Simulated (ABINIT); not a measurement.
## Ge: G0W0 calculation (part 1 of 3)

Ge (P6₃/mmc, 4 atoms in the cell), computed with Kohn-Sham DFT of a periodic cell, PBEsol, PseudoDojo NC SR PBEsol v0.4.1 standard, G0W0, no spin polarisation (ABINIT 10.8.3).

The structure derives from a Materials Project entry.

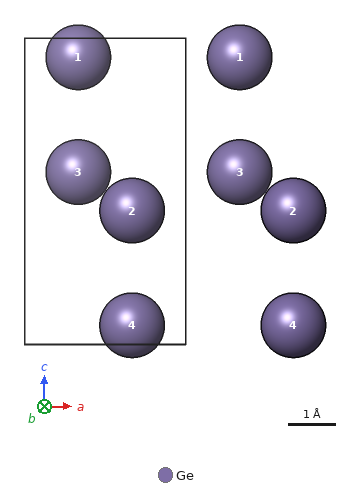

**Figure 1.** The input geometry (spheres-only view of the cell of the calculation, repeated 2 × 1 × 1, along the b axis; atoms are numbered from 1 in the order of the input). An atom can appear more than once, as a periodic image.

### Input file
```
ndtset 4

pp_dirpath "./"
pseudos "Ge.upf"

acell 7.5680266978 7.5680267061 12.4509832892
rprim
     1.0000000000     0.0000000000     0.0000000000
    -0.4999999995     0.8660254041     0.0000000000
     0.0000000000     0.0000000000     1.0000000000
ntypat 1
znucl 32
natom 4
typat 1 1 1 1
chkprim 0
chksymtnons 0
tolsym 1.0e-6
xred
            1/3            2/3   0.9371964800
            2/3            1/3   0.4371964800
            1/3            2/3   0.5628035200
            2/3            1/3   0.0628035200

ecut 39.0
ecutsm 0.5

kptopt 1
ngkpt 4 4 2
nshiftk 1
shiftk 0.0 0.0 0.0
istwfk *1

ixc -116133

occopt 1

nstep 80
diemac 6.0

iomode 3
prteig 0
prtebands 0

nband1 28
tolvrs1 1.0e-12
prtden1 1
prtwf1 0

iscf2 -2
getden2 1
nband2 268
nbdbuf2 24
tolwfr2 1.0e-12
nstep2 120
prtden2 0

optdriver3 3
getwfk3 2
nband3 244
ecuteps3 5.5
ecutwfn3 23.0
inclvkb3 2
gwcalctyp3 2
nfreqim3 8
nfreqre3 24
freqremax3 30.0 eV

optdriver4 4
getwfk4 2
nband4 244
ecuteps4 5.5
ecutsigx4 39.0
ecutwfn4 39.0
symsigma4 1
getscr4 3
gwcalctyp4 2
gw_qprange4 0
```

Machine: 4 threads of Arm Neoverse V2, 24 GiB of memory available, shared host.

Run as:
```bash
mpirun --bind-to none -np 4 abinit run.abi > log 2>&1
```

### Log
```
.Version 10.8.3 of ABINIT
 DATASET    1 : space group P6_3/m m c (#194); Bravais hP (primitive hexag.)
================================================================================
 Values of the parameters that define the memory need for DATASET  1.
     intxc =       0    ionmov =       0      iscf =       7    lmnmax =       6
     lnmax =       6     mgfft =      72  mpssoang =       3    mqgrid =    3501
     natom =       4  nloc_mem =       1    nspden =       1   nspinor =       1
    nsppol =       1      nsym =      24    n1xccc =    2501    ntypat =       1
    occopt =       1   xclevel =       2
       mpw =        7223          nfft =      145800          nkpt =           8
================================================================================
================================================================================

 DATASET    2 : space group P6_3/m m c (#194); Bravais hP (primitive hexag.)
================================================================================
 Values of the parameters that define the memory need for DATASET  2.
     intxc =       0    ionmov =       0      iscf =      -2    lmnmax =       6
     lnmax =       6     mgfft =      72  mpssoang =       3    mqgrid =    3501
     natom =       4  nloc_mem =       1    nspden =       1   nspinor =       1
    nsppol =       1      nsym =      24    n1xccc =    2501    ntypat =       1
    occopt =       1   xclevel =       2
       mpw =        7223          nfft =      145800          nkpt =           8
================================================================================
================================================================================

 DATASET    3 : space group P6_3/m m c (#194); Bravais hP (primitive hexag.)
================================================================================
 Values of the parameters that define the memory need for DATASET  3.
     intxc =       0    ionmov =       0      iscf =       7    lmnmax =       6
     lnmax =       6     mgfft =      54  mpssoang =       3    mqgrid =    3001
     natom =       4  nloc_mem =       1    nspden =       1   nspinor =       1
    nsppol =       1      nsym =      24    n1xccc =    2501    ntypat =       1
    occopt =       1   xclevel =       2
       mpw =        3266          nfft =       69984          nkpt =           8
================================================================================
================================================================================

 DATASET    4 : space group P6_3/m m c (#194); Bravais hP (primitive hexag.)
================================================================================
 Values of the parameters that define the memory need for DATASET  4.
     intxc =       0    ionmov =       0      iscf =       7    lmnmax =       6
     lnmax =       6     mgfft =      72  mpssoang =       3    mqgrid =    3501
     natom =       4  nloc_mem =       1    nspden =       1   nspinor =       1
    nsppol =       1      nsym =      24    n1xccc =    2501    ntypat =       1
    occopt =       1   xclevel =       2
       mpw =        7223          nfft =      145800          nkpt =           8
================================================================================
================================================================================

--------------------------------------------------------------------------------
------------- Echo of variables that govern the present computation ------------
--------------------------------------------------------------------------------
 -outvars: echo values of preprocessed input variables --------
            acell      7.5680266978E+00  7.5680267061E+00  1.2450983289E+01 Bohr
              amu      7.26100000E+01
          chkprim           0
      chksymtnons           0
           diemac      6.00000000E+00
             ecut1     3.90000000E+01 Hartree
             ecut2     3.90000000E+01 Hartree
             ecut3     2.30000000E+01 Hartree
             ecut4     3.90000000E+01 Hartree
          ecuteps1     0.00000000E+00 Hartree
          ecuteps2     0.00000000E+00 Hartree
          ecuteps3     5.50000000E+00 Hartree
          ecuteps4     5.50000000E+00 Hartree
         ecutsigx1     0.00000000E+00 Hartree
         ecutsigx2     0.00000000E+00 Hartree
         ecutsigx3     0.00000000E+00 Hartree
         ecutsigx4     3.90000000E+01 Hartree
           ecutsm      5.00000000E-01 Hartree
          ecutwfn1     0.00000000E+00 Hartree
          ecutwfn2     0.00000000E+00 Hartree
          ecutwfn3     2.30000000E+01 Hartree
          ecutwfn4     3.90000000E+01 Hartree
        freqremax1     0.00000000E+00 Hartree
        freqremax2     0.00000000E+00 Hartree
        freqremax3     1.10247967E+00 Hartree
        freqremax4     0.00000000E+00 Hartree
           getden1          0
           getden2          1
           getden3          0
           getden4          0
           getscr1          0
           getscr2          0
           getscr3          0
           getscr4          3
           getwfk1          0
           getwfk2          0
           getwfk3          2
           getwfk4          2
        gwcalctyp1          0
        gwcalctyp2          0
        gwcalctyp3          2
        gwcalctyp4          2
             iscf1          7
             iscf2         -2
             iscf3          7
             iscf4          7
              ixc     -116133
           jdtset        1    2    3    4
         kptrlatt        4    0    0      0    4    0      0    0    2
          kptrlen      2.49019666E+01
            natom           4
            nband1         28
            nband2        268
            nband3        244
            nband4        244
           nbdbuf1          0
           nbdbuf2         24
           nbdbuf3          0
           nbdbuf4          0
           ndtset           4
          nfreqim1         -1
          nfreqim2         -1
          nfreqim3          8
          nfreqim4         -1
          nfreqre1         -1
          nfreqre2         -1
          nfreqre3         24
          nfreqre4         -1
            ngfft1         45      45      72
            ngfft2         45      45      72
            ngfft3         36      36      54
            ngfft4         45      45      72
             nkpt           8
           npweps1          0
           npweps2          0
           npweps3        373
           npweps4        373
          npwsigx1          0
          npwsigx2          0
          npwsigx3          0
          npwsigx4       7223
            nstep1         80
            nstep2        120
            nstep3         80
            nstep4         80
             nsym          24
           ntypat           1
        optdriver1          0
        optdriver2          0
        optdriver3          3
        optdriver4          4
           prtden1          1
           prtden2          0
           prtden3          1
           prtden4          1
        prtebands           0
           prteig           0
            prtwf1          0
            prtwf2          1
            prtwf3          1
            prtwf4          1
            rprim      1.0000000000E+00  0.0000000000E+00  0.0000000000E+00
                      -4.9999999950E-01  8.6602540410E-01  0.0000000000E+00
                       0.0000000000E+00  0.0000000000E+00  1.0000000000E+00
          spgroup         194
           tolsym      1.00000000E-06
           tolvrs1     1.00000000E-12
           tolvrs2     0.00000000E+00
           tolvrs3     0.00000000E+00
           tolvrs4     0.00000000E+00
           tolwfr1     0.00000000E+00
           tolwfr2     1.00000000E-12
           tolwfr3     0.00000000E+00
           tolwfr4     0.00000000E+00
            typat      1  1  1  1
           xangst     -1.2911472110E-10  2.3121880984E+00  6.1749782422E+00
                       2.0024136286E+00  1.1560940492E+00  2.8805899394E+00
                      -1.2911472110E-10  2.3121880984E+00  3.7081866661E+00
                       2.0024136286E+00  1.1560940492E+00  4.1379836332E-01
            xcart     -2.4399146170E-10  4.3694022576E+00  1.1669017711E+01
                       3.7840133488E+00  2.1847011288E+00  5.4435260666E+00
                      -2.4399146170E-10  4.3694022576E+00  7.0074572226E+00
                       3.7840133488E+00  2.1847011288E+00  7.8196557802E-01
             xred      3.3333333333E-01  6.6666666667E-01  9.3719648000E-01
                       6.6666666667E-01  3.3333333333E-01  4.3719648000E-01
                       3.3333333333E-01  6.6666666667E-01  5.6280352000E-01
                       6.6666666667E-01  3.3333333333E-01  6.2803520000E-02
            znucl       32.00000

================================================================================

 chkinp: Checking input parameters for consistency, jdtset=   1.

 chkinp: Checking input parameters for consistency, jdtset=   2.

 chkinp: Checking input parameters for consistency, jdtset=   3.

 chkinp: Checking input parameters for consistency, jdtset=   4.

================================================================================
== DATASET  1 ==================================================================

--- !DatasetInfo
iteration_state: {dtset: 1, }
dimensions: {natom: 4, nkpt: 8, mband: 28, nsppol: 1, nspinor: 1, nspden: 1, mpw: 7223, }
cutoff_energies: {ecut:  39.0, pawecutdg:  -1.0, }
electrons: {nelect:   5.60000000E+01, charge:   0.00000000E+00, occopt:   1.00000000E+00, tsmear:   1.00000000E-02, }
meta: {optdriver: 0, ionmov: 0, optcell: 0, iscf: 7, paral_kgb: 0, }
...

 Real(R)+Recip(G) space primitive vectors, cartesian coordinates (Bohr,Bohr^-1):
 R(1)=  7.5680267  0.0000000  0.0000000  G(1)=  0.1321348  0.0762881  0.0000000
 R(2)= -3.7840133  6.5541034  0.0000000  G(2)=  0.0000000  0.1525762  0.0000000
 R(3)=  0.0000000  0.0000000 12.4509833  G(3)=  0.0000000  0.0000000  0.0803149
 Unit cell volume ucvol=  6.1758906E+02 bohr^3
 Angles (23,13,12)=  9.00000000E+01  9.00000000E+01  1.20000000E+02 degrees

 getcut: wavevector=  0.0000  0.0000  0.0000  ngfft=  45  45  72
         ecut(hartree)=     39.000   => boxcut(ratio)=   2.05699

--- Pseudopotential description ------------------------------------------------
- pspini: atom type   1  psp file is ./Ge.upf
  32.00000  14.00000  180301                  znucl, zion, pspdat
12 -116133 2 -1 1560                          pspcod,pspxc,lmax,lloc,mmax
     nproj     2     2     2

   6.91432303E+03                                ecore*ucvol(ha*bohr**3)
--------------------------------------------------------------------------------

================================================================================

--- !BeginCycle
iteration_state: {dtset: 1, }
solver: {iscf: 7, nstep: 80, nline: 4, wfoptalg: 0, }
tolerances: {tolvrs: 1.00E-12, }
...

     iter   Etot(hartree)      deltaE(h)  residm     vres2
 ETOT  1  -343.57901763728    -3.436E+02 7.301E-01 7.052E+03
 ETOT  2  -355.18677530865    -1.161E+01 1.611E-01 9.035E+03
 ETOT  3  -356.47674009032    -1.290E+00 1.161E-01 2.085E+03
 ETOT  4  -356.64471504065    -1.680E-01 2.061E-02 1.064E+03
 ETOT  5  -356.73020387538    -8.549E-02 3.681E-04 4.620E+02
 ETOT  6  -356.76812394479    -3.792E-02 3.730E-04 1.965E+02
 ETOT  7  -356.77900671340    -1.088E-02 7.489E-05 1.208E+02
 ETOT  8  -356.79645117804    -1.744E-02 1.594E-04 4.432E-03
 ETOT  9  -356.79637204750     7.913E-05 2.871E-05 6.747E-01
 ETOT 10  -356.79647409162    -1.020E-04 4.366E-05 1.540E-05
 ETOT 11  -356.79647675098    -2.659E-06 1.494E-05 1.302E-05
 ETOT 12  -356.79647829113    -1.540E-06 1.825E-05 2.465E-06
 ETOT 13  -356.79647921859    -9.275E-07 6.442E-06 6.356E-07
 ETOT 14  -356.79647977906    -5.605E-07 6.740E-06 7.114E-08
 ETOT 15  -356.79648011903    -3.400E-07 2.394E-06 7.875E-08
 ETOT 16  -356.79648032492    -2.059E-07 2.510E-06 3.955E-08
 ETOT 17  -356.79648044986    -1.249E-07 8.871E-07 1.339E-07
 ETOT 18  -356.79648052563    -7.577E-08 9.304E-07 4.643E-08
 ETOT 19  -356.79648057159    -4.596E-08 3.274E-07 1.127E-07
 ETOT 20  -356.79648059947    -2.788E-08 3.443E-07 5.681E-08
 ETOT 21  -356.79648061638    -1.691E-08 1.207E-07 9.844E-08
 ETOT 22  -356.79648062667    -1.028E-08 1.273E-07 6.641E-08
 ETOT 23  -356.79648063289    -6.224E-09 4.448E-08 9.884E-08
 ETOT 24  -356.79648063667    -3.782E-09 4.711E-08 8.516E-08
 ETOT 25  -356.79648063896    -2.283E-09 1.638E-08 1.514E-07
 ETOT 26  -356.79648064037    -1.408E-09 1.736E-08 5.535E-08
 ETOT 27  -356.79648064122    -8.512E-10 6.051E-09 6.193E-08
 ETOT 28  -356.79648064173    -5.168E-10 6.425E-09 6.569E-08
 ETOT 29  -356.79648064204    -3.071E-10 2.231E-09 7.844E-08
 ETOT 30  -356.79648064224    -1.958E-10 2.373E-09 6.799E-08
 ETOT 31  -356.79648064235    -1.148E-10 8.242E-10 6.019E-08
 ETOT 32  -356.79648064241    -5.821E-11 8.755E-10 5.333E-08
 ETOT 33  -356.79648064246    -4.695E-11 3.070E-10 1.741E-08
 ETOT 34  -356.79648064249    -3.740E-11 3.188E-10 5.768E-09
 ETOT 35  -356.79648064251    -1.666E-11 1.148E-10 7.816E-11
 ETOT 36  -356.79648064252    -1.017E-11 1.176E-10 7.105E-13

 At SCF step   36       vres2   =  7.11E-13 < tolvrs=  1.00E-12 =>converged.

 Cartesian components of stress tensor (hartree/bohr^3)
  sigma(1 1)= -5.98534193E-05  sigma(3 2)=  0.00000000E+00
  sigma(2 2)= -5.98534721E-05  sigma(3 1)=  0.00000000E+00
  sigma(3 3)=  2.24666742E-05  sigma(2 1)=  1.00893992E-12
```
